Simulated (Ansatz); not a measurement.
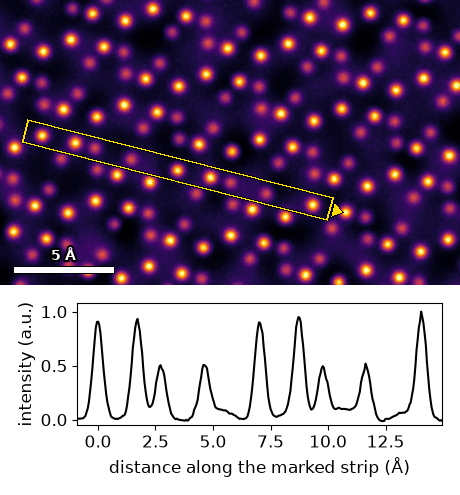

Dark-field STEM-like image of B (R-3m, No. 166) along [100]. Simulated incoherent Z contrast: every atom adds Z^1.7 spread by a probe of 0.50 Å full width; channelling and multiple scattering are left out. The probe carries 25 % of its weight in a tail 2.5 times as wide. Shot noise and the speckle of an amorphous layer were added. Atomic positions: coordinates from a relaxation at fixed volume with DFT r2SCAN, scalar-relativistic, plane waves, PAW in Ansatz.

```cif
data_structure
_symmetry_space_group_name_H-M 'P 1'
_symmetry_Int_Tables_number 1
_cell_length_a 4.9009
_cell_length_b 4.9009
_cell_length_c 12.5220
_cell_angle_alpha 90.000
_cell_angle_beta 90.000
_cell_angle_gamma 120.000
_cell_volume 260.47
loop_
_atom_site_label
_atom_site_type_symbol
_atom_site_fract_x
_atom_site_fract_y
_atom_site_fract_z
_atom_site_occupancy
B1 B 0.11846 0.88154 0.89138 1
B2 B 0.11846 0.23692 0.89138 1
B3 B 0.76308 0.88154 0.89138 1
B4 B 0.21487 0.78513 0.77528 1
B5 B 0.21487 0.42974 0.77528 1
B6 B 0.57026 0.78513 0.77528 1
B7 B 0.52953 0.47047 0.69090 1
B8 B 0.52953 0.05906 0.69090 1
B9 B 0.94094 0.47047 0.69090 1
B10 B 0.80381 0.19619 0.97576 1
B11 B 0.80381 0.60761 0.97576 1
B12 B 0.39239 0.19619 0.97576 1
B13 B 0.78513 0.21487 0.22472 1
B14 B 0.78513 0.57026 0.22472 1
B15 B 0.42974 0.21487 0.22472 1
B16 B 0.88154 0.11846 0.10862 1
B17 B 0.88154 0.76308 0.10862 1
B18 B 0.23692 0.11846 0.10862 1
B19 B 0.19619 0.80381 0.02424 1
B20 B 0.19619 0.39239 0.02424 1
B21 B 0.60761 0.80381 0.02424 1
B22 B 0.47047 0.52953 0.30910 1
B23 B 0.47047 0.94094 0.30910 1
B24 B 0.05906 0.52953 0.30910 1
B25 B 0.45179 0.54821 0.55805 1
B26 B 0.45179 0.90359 0.55805 1
B27 B 0.09641 0.54821 0.55805 1
B28 B 0.54821 0.45179 0.44195 1
B29 B 0.54821 0.09641 0.44195 1
B30 B 0.90359 0.45179 0.44195 1
B31 B 0.86286 0.13714 0.35757 1
B32 B 0.86286 0.72572 0.35757 1
B33 B 0.27428 0.13714 0.35757 1
B34 B 0.13714 0.86286 0.64243 1
B35 B 0.13714 0.27428 0.64243 1
B36 B 0.72572 0.86286 0.64243 1
```

The curve is the intensity along the marked strip, in the direction of its arrowhead, with zero distance at the first column. Brightness is counted from the darkest point of the image.

**List the columns that the line crosses, with their positions.**

| position (Å) | atoms per repeat along the beam | height (% of the highest) |
| --- | --- | --- |
| 0.0 | 2 B | 100 |
| 1.7 | 2 B | 100 |
| 2.7 | 1 B | 50 |
| 4.6 | 1 B | 50 |
| 7.0 | 2 B | 100 |
| 8.7 | 2 B | 100 |
| 9.8 | 1 B | 50 |
| 11.7 | 1 B | 50 |
| 14.1 | 2 B | 100 |
